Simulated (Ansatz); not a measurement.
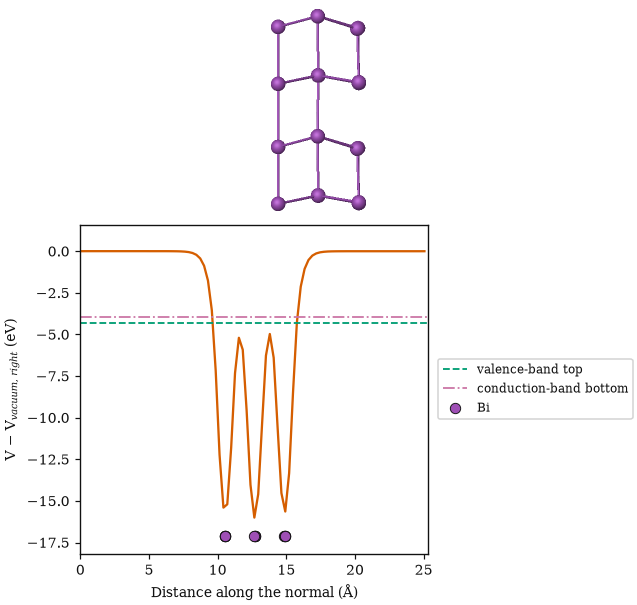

Plane-averaged electrostatic potential energy of an electron across the slab; circles at the bottom mark the heights of the atoms. The structure is drawn too.

The Ansatz input:

```
crystal:
  lattice:
    - [9.3713694617, 0.0, 0.0]
    - [0.3011862099, 6.5122427808, 0.0]
    - [0.0, 0.0, 25.3374906248]
  atoms:
    - { symbol: Bi, position: [0.0128838755, 0.2628838755, 0.31573766] }
    - { symbol: Bi, position: [0.5128838755, 0.2628838755, 0.31573766] }
    - { symbol: Bi, position: [0.9871161245, 0.7371161245, 0.31573766] }
    - { symbol: Bi, position: [0.4871161245, 0.7371161245, 0.31573766] }
    - { symbol: Bi, position: [0.7384471193, 0.6684472428, 0.4016396111] }
    - { symbol: Bi, position: [0.2393982239, 0.6660900417, 0.4013092907] }
    - { symbol: Bi, position: [0.7622769947, 0.1745795595, 0.4004912461] }
    - { symbol: Bi, position: [0.2611064837, 0.1732433194, 0.4004159285] }
    - { symbol: Bi, position: [0.5058605572, 0.2781166987, 0.4851562627] }
    - { symbol: Bi, position: [0.0063086016, 0.2725397438, 0.4866687913] }
    - { symbol: Bi, position: [0.4918494829, 0.730167418, 0.4884582937] }
    - { symbol: Bi, position: [0.9943249331, 0.724325025, 0.4885289528] }
basis:
  ecutwfc: 420
kpoints:
  mp_grid: { grid: [2, 3, 1] }
hamiltonian:
  xc: pbe
  dispersion: d3bj
scf:
  occupations: { method: gaussian, width: 0.1 }
output:
  forces: true
  eigenvalues: true
  write_density: true
  volumetric_format: npy
efield:
  axis: 3
  dipole_correction: true
  ramp_width: 0.04
```

Command:
```bash
ansatz run input.yaml --threads 4 --pin off --max-ram 10240MiB --backend cpu --events-out ev --progress --plain --runs-dir out
```

Question: What are the ionisation potential and the electron affinity of the slab?

Answer: From the vacuum level at the right face the ionisation potential is 4.32 eV and the electron affinity 3.95 eV; the left face gives the same. The slab's gap, their difference before rounding, is 0.38 eV. The two vacuum levels agree, so the slab has no net dipole along its normal.

Question: How thick are slab and vacuum?

Answer: The outermost atoms are 4.4 Å apart, which leaves 21.0 Å of vacuum in a cell 25.3 Å high.

The atoms aren't at rest in this cell (largest force 0.4 eV/Å), so the relaxed material can differ. Spin-orbit coupling is left out, which matters for Bi.
